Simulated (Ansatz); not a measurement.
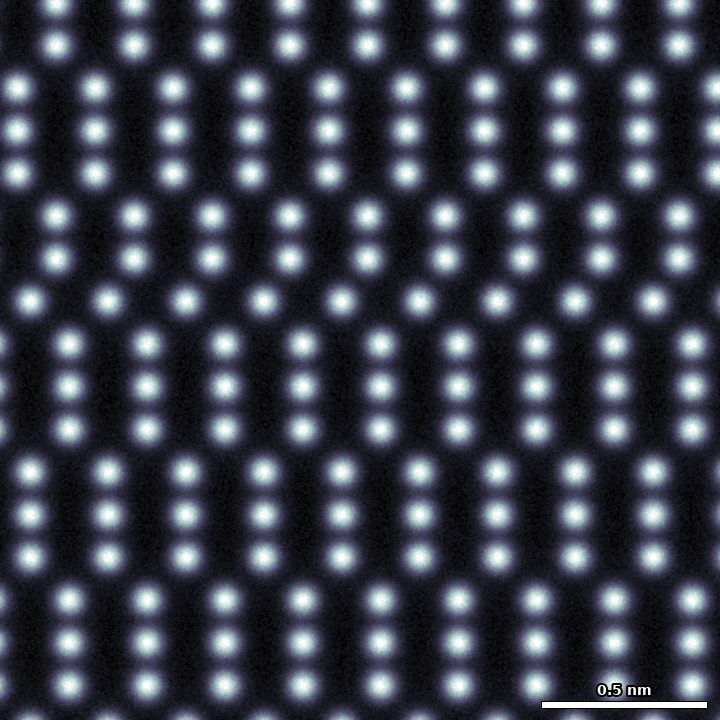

HAADF-like image of Ti (P6/mmm, No. 191) along [101]. Simulated incoherent Z contrast: every atom adds Z^1.7 spread by a probe of 0.62 Å full width; channelling and multiple scattering are left out. The probe carries 25 % of its weight in a tail 2.5 times as wide. The display is stretched by a gamma of 0.65; percentages refer to the linear signal. Shot noise was added.

One planar defect was built into the perfect crystal by geometry alone, without relaxation. Host structure: the end point of a relaxation with DFT, PBEsol, plane waves (420 eV) with PAW, scalar-relativistic (Ansatz); the starting structure was generated, so it need not be a known form of this composition.

Where does the periodic pattern break, and how?

Answer. A planar fault (a stacking fault) runs horizontally about 9 Å below the top edge. The part above it is shifted along the boundary by 1/3 of the 2.38 Å repeat of the rows (0.8 Å to the right, the same as 1.6 Å to the left); both parts keep the same orientation.
